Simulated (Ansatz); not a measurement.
**What a change does: geometry relaxation on MgO**

System: MgO (P4/mmm, 2 atoms in the cell).
Method of the first run: DFT, PBE, plane waves, PAW, no spin polarisation (Ansatz 0.2.0).

The structure was made by a generator, so it may or may not be a known phase. Text and figures count atoms from 1; the logs count them from 0 in places.

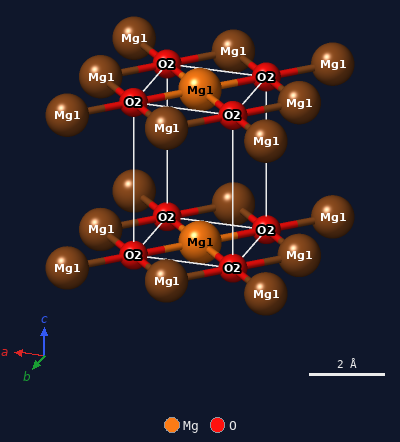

**Figure 1.** The starting structure (ball-and-stick view of the cell of the calculation, seen at an oblique angle; neighbours outside the cell are drawn fainter; atoms are numbered from 1 in the order of the input).

## Input file, the first run
```yaml
crystal:
  lattice:
    - [2.8283590052, 0.0, 0.0]
    - [0.0, 2.8283590052, 0.0]
    - [0.0, 0.0, 4.4728536577]
  atoms:
    - { symbol: Mg, position: [0.5, 0.5, 0.0] }
    - { symbol: O, position: [0.0, 0.0, 0.0] }
basis:
  ecutwfc: 420
kpoints:
  mp_grid: { grid: [12, 12, 8] }
hamiltonian:
  xc: pbe
scf:
  occupations: { method: gaussian, width: 0.02 }
  algorithm: direct_min
output:
  forces: true
  eigenvalues: true
  stress: true
relax:
  adjacent_minimum: "off"
  f_tol: 0.01
  max_steps: 80
  cell: { stress_tol: 0.05 }
```

Launched with:
```bash
ansatz run input.yaml --threads 1 --pin off --max-ram 2048MiB --backend cpu --events-out ev --progress --plain --runs-dir out
```

Hardware: 1 thread of Arm Neoverse V1, 24 GiB of memory available, shared host.

## Output, shortened to warnings, some set-up lines, iterations and results (the first run)
```
Basis set: ecut = 420 eV, 691 PW (Γ), exchange–correlation on 40×40×60 points (8 copies of the dense FFT grid, shifted against one another)
Symmetry: 16 space group operations
k-points: 140 of 1152
Initial density: superposition of atomic densities (neutral atoms: chi_scale 0, normalization atom), corrected by the library's trained network
[...]
SCF iter   1: F=—  HF=-2493.333372 eV  |F-HF|=—  |Δ(HF+E_count)|=         —  Δρ=2.48e-3  dr2=3.09e-3  ethr=1.77e-3  ⟨swp⟩=9.8  Hψ=8507  notcnv=0
SCF iter   2: F=—  HF=-2493.335762 eV  |F-HF|=—  |Δ(HF+E_count)|=   2.39e-3  Δρ=4.48e-4  dr2=4.84e-5  ethr=2.99e-7  ⟨swp⟩=3.9  Hψ=8262  notcnv=0  defer=4
SCF iter   3: F=—  HF=-2493.335774 eV  |F-HF|=—  |Δ(HF+E_count)|=   1.26e-5  Δρ=6.89e-5  dr2=1.08e-6  ethr=2.99e-7  ⟨swp⟩=3.0  Hψ=3591  notcnv=0  defer=5
SCF iter   4: F=-2493.335774 eV  HF=-2493.335774 eV  |F-HF|=1.09e-8  |Δ(HF+E_count)|=   1.72e-7  Δρ=1.08e-5  dr2=1.55e-8  ethr=6.74e-9  ⟨swp⟩=3.2  Hψ=3628  notcnv=0  defer=2
SCF 1 converged in 4 iterations: F = -2493.335774 eV  dr2 = 1.55e-8
[... 115 lines ...]
SCF iter   3: F=—  HF=-2493.340175 eV  |F-HF|=—  |Δ(HF+E_count)|=   5.03e-8  Δρ=5.58e-6  dr2=7.62e-9  ethr=4.25e-11  ⟨swp⟩=2.9  Hψ=6077  notcnv=0
SCF iter   4: F=—  HF=-2493.340175 eV  |F-HF|=—  |Δ(HF+E_count)|=   1.98e-9  Δρ=2.19e-7  dr2=1.23e-11  ethr=4.25e-11  ⟨swp⟩=2.0  Hψ=2800  notcnv=0
SCF iter   5: F=-2493.340175 eV  HF=-2493.340175 eV  |F-HF|=4.55e-13  |Δ(HF+E_count)|=  4.55e-13  Δρ=3.91e-8  dr2=1.57e-13  ethr=1.00e-12  ⟨swp⟩=2.2  Hψ=2829  notcnv=0
SCF 19 converged in 5 iterations: F = -2493.340175 eV  dr2 = 1.57e-13
relax step  19: F+E_penalty+E_count = -2493.34017509 eV  Δ(F+E_penalty+E_count) = -1.047e-3 eV  max|allowed force component| = 1.262e-29 eV/Å  Δτ_max = 0.0000 Å  P = +0.014 …
basis re-selected at this cell: Δ(F+E_penalty+E_count) = -1.047e-3 eV, ΔP = +0.011 GPa vs the last step (what re-selecting the basis moved, of the pressure what is left beyond the Pulay correction that the steps carried, after the strain that the cell walked since its last selection, with what the …
SCF converged after 5 iterations
Stability not checked: this state was not tested for a lower state beside it, because a direct minimisation reached the state, and no test of it is asked (direct_minimisation; see scf.lower_state_search)
Free energy (F): -2493.340175 eV
Harris-Foulkes:  -2493.340175 eV  (|F-HF|=4.55e-13)
Internal energy: -2493.340175 eV  (E = F + TS)
E sigma→0 (E₀):  -2493.340175 eV
Fermi energy:    2.333248 eV
--- Per-component energies (eV) ---
  E_band       = -403.172029
  E_kinetic    = 253.383244
  E_local      = -2810.758988  (includes V_loc(G=0)·N_el)
  E_nonlocal   = 142.978857
  E_hartree    = 1103.492404
  E_xc         = -104.113954
  E_vxc        = -133.262963  (∫ρ·V_xc dr)
  E_paw        = -449.976243  (= ΣΔE_a)
  E_vpaw       = -62.499450  (= ΣTr[D̂ρ^β])
  E_aug_tail   = 0.002459  (compensation charges beyond the density's cutoff)
  E_ewald      = -628.347954
  E_smearing   = -0.000000  (= −TS)
  E_closure    = -0.000000  (closes the sum)
  Σ components = -2493.340175   (vs F -2493.340175, Δ=0.00e0)
--- Forces (eV/Å), atoms counted from 1 ---
  atom   1  Mg     0.00000000     0.00000000     0.00000000
  atom   2  O      0.00000000    -0.00000000     0.00000000
  max |Σ_I F_I| component: 2.52e-29 eV/Å
--- Stress (GPa, compression-positive) ---
       -0.003616       0.000000       0.000000
        0.000000      -0.003616       0.000000
        0.000000       0.000000       0.048354
  P = ⅓ Tr σ = 0.0137 GPa (0.137 kbar)
--- Relaxed structure (13 steps of the walk, 13 accepted, 6 SCFs on fresh bases) ---
  F+E_penalty+E_count = -2493.34017509 eV   max|allowed force component| = 1.262e-29 eV/Å   (the final SCF, on the basis selected at the relaxed cell)
  cell:  # Å, volume = 40.3189 Å³
    - [2.8289785626473622, 4.1972402137426776e-36, 0.0]
    - [4.1972402137426776e-36, 2.8289785626473622, 0.0]
    - [0.0, 0.0, 5.037899296817493]
  atoms:
    - { symbol: Mg, position: [0.5, 0.5, 0.0] }
    - { symbol: O, position: [2.8936847841992533e-37, -1.6572449661751559e-37, 0.0] }
```

For the second run the input was changed thus:
```diff
-  mp_grid: { grid: [12, 12, 8] }
+  mp_grid: { grid: [10, 10, 6] }
-  algorithm: direct_min
```

What does this change do to the results?

The free energy of the second run is 0.01 meV per atom lower, which comes mainly from the change of mesh; a solver setting shouldn't move a converged energy. The volume per atom goes from 20.16 to 20.21 Å³. The irreducible k-points go from 140 to 84. On the same kind of shared host the second run took about 0.34 times as long.

## Output, shortened to warnings, some set-up lines, iterations and results (the second run)
```
Basis set: ecut = 420 eV, 691 PW (Γ), exchange–correlation on 40×40×60 points (8 copies of the dense FFT grid, shifted against one another)
Symmetry: 16 space group operations
k-points: 84 of 600
Initial density: superposition of atomic densities (neutral atoms: chi_scale 0, normalization atom), corrected by the library's trained network
[...]
SCF iter   1: F=—  HF=-2493.333414 eV  |F-HF|=—  |Δ(HF+E_count)|=         —  Δρ=2.48e-3  dr2=3.00e-3  ethr=1.77e-3  ⟨swp⟩=6.1  Hψ=6079  notcnv=0
SCF iter   2: F=—  HF=-2493.334789 eV  |F-HF|=—  |Δ(HF+E_count)|=   1.37e-3  Δρ=1.25e-3  dr2=6.67e-4  ethr=1.88e-5  ⟨swp⟩=2.2  Hψ=2204  notcnv=0
SCF iter   3: F=—  HF=-2493.335816 eV  |F-HF|=—  |Δ(HF+E_count)|=   1.03e-3  Δρ=1.13e-3  dr2=3.81e-4  ethr=4.17e-6  ⟨swp⟩=2.4  Hψ=1717  notcnv=0
SCF iter   4: F=—  HF=-2493.335757 eV  |F-HF|=—  |Δ(HF+E_count)|=   5.86e-5  Δρ=1.32e-4  dr2=6.41e-6  ethr=2.38e-6  ⟨swp⟩=2.0  Hψ=1485  notcnv=0
SCF iter   5: F=—  HF=-2493.335765 eV  |F-HF|=—  |Δ(HF+E_count)|=   7.21e-6  Δρ=4.30e-5  dr2=5.29e-7  ethr=4.01e-8  ⟨swp⟩=2.0  Hψ=1337  notcnv=0
[... 145 lines ...]
SCF iter   3: F=—  HF=-2493.340187 eV  |F-HF|=—  |Δ(HF+E_count)|=   6.92e-5  Δρ=2.44e-5  dr2=4.27e-8  ethr=9.39e-10  ⟨swp⟩=2.0  Hψ=1305  notcnv=0
SCF iter   4: F=—  HF=-2493.340200 eV  |F-HF|=—  |Δ(HF+E_count)|=   1.33e-5  Δρ=3.22e-6  dr2=1.64e-9  ethr=2.67e-10  ⟨swp⟩=2.0  Hψ=1344  notcnv=0
SCF iter   5: F=-2493.340200 eV  HF=-2493.340200 eV  |F-HF|=2.40e-9  |Δ(HF+E_count)|=   1.16e-7  Δρ=4.76e-7  dr2=1.93e-11  ethr=1.00e-12  ⟨swp⟩=5.4  Hψ=4684  notcnv=0
SCF 20 converged in 5 iterations: F = -2493.340200 eV  dr2 = 1.93e-11
relax step  20: F+E_penalty+E_count = -2493.34020040 eV  Δ(F+E_penalty+E_count) = -9.623e-4 eV  max|allowed force component| = 9.861e-32 eV/Å  Δτ_max = 0.0000 Å  P = +0.022 …
basis re-selected at this cell: Δ(F+E_penalty+E_count) = -9.623e-4 eV, ΔP = +0.010 GPa vs the last step (what re-selecting the basis moved, of the pressure what is left beyond the Pulay correction that the steps carried, after the strain that the cell walked since its last selection, with what the …
SCF converged after 5 iterations
Free energy (F): -2493.340200 eV
Harris-Foulkes:  -2493.340200 eV  (|F-HF|=2.40e-9)
Internal energy: -2493.340200 eV  (E = F + TS)
E sigma→0 (E₀):  -2493.340200 eV
Fermi energy:    2.320526 eV
--- Per-component energies (eV) ---
  E_band       = -403.387925
  E_kinetic    = 253.386348
  E_local      = -2816.289548  (includes V_loc(G=0)·N_el)
  E_nonlocal   = 142.979150
  E_hartree    = 1106.148209
  E_xc         = -104.114895
  E_vxc        = -133.264221  (∫ρ·V_xc dr)
  E_paw        = -449.976017  (= ΣΔE_a)
  E_vpaw       = -62.498516  (= ΣTr[D̂ρ^β])
  E_aug_tail   = 0.002456  (compensation charges beyond the density's cutoff)
  E_ewald      = -625.475904
  E_smearing   = -0.000000  (= −TS)
  E_closure    = 0.000000  (closes the sum)
  Σ components = -2493.340200   (vs F -2493.340200, Δ=0.00e0)
--- Forces (eV/Å), atoms counted from 1 ---
  atom   1  Mg     0.00000000     0.00000000     0.00000000
  atom   2  O      0.00000000     0.00000000     0.00000000
  max |Σ_I F_I| component: 1.97e-31 eV/Å
--- Stress (GPa, compression-positive) ---
        0.009882       0.000000       0.000000
        0.000000       0.009882       0.000000
        0.000000       0.000000       0.045724
  P = ⅓ Tr σ = 0.0218 GPa (0.218 kbar)
--- Relaxed structure (13 steps of the walk, 13 accepted, 7 SCFs on fresh bases) ---
  F+E_penalty+E_count = -2493.34020040 eV   max|allowed force component| = 9.861e-32 eV/Å   (the final SCF, on the basis selected at the relaxed cell)
  cell:  # Å, volume = 40.4100 Å³
    - [2.8288609874188513, 1.775755475044979e-35, 0.0]
    - [-2.9057816864372387e-36, 2.8288609874188513, 0.0]
    - [0.0, 0.0, 5.04970637949535]
  atoms:
    - { symbol: Mg, position: [0.5, 0.5, 0.0] }
    - { symbol: O, position: [1.2644934945675016e-36, -2.005318360324797e-37, 0.0] }
```

## The two runs side by side

```csv
quantity,the first run,the second run
outcome,converged,converged
free energy per atom (eV),−1246.6701,−1246.6701
gap on the mesh (eV),2.27,2.27
pressure (GPa),0.01,0.02
volume per atom (Å³),20.16,20.21
largest force (eV/Å),0.000,0.000
irreducible k-points,140,84
SCF iterations,–,115
wall time (shared host),2.2 min,44 s
```
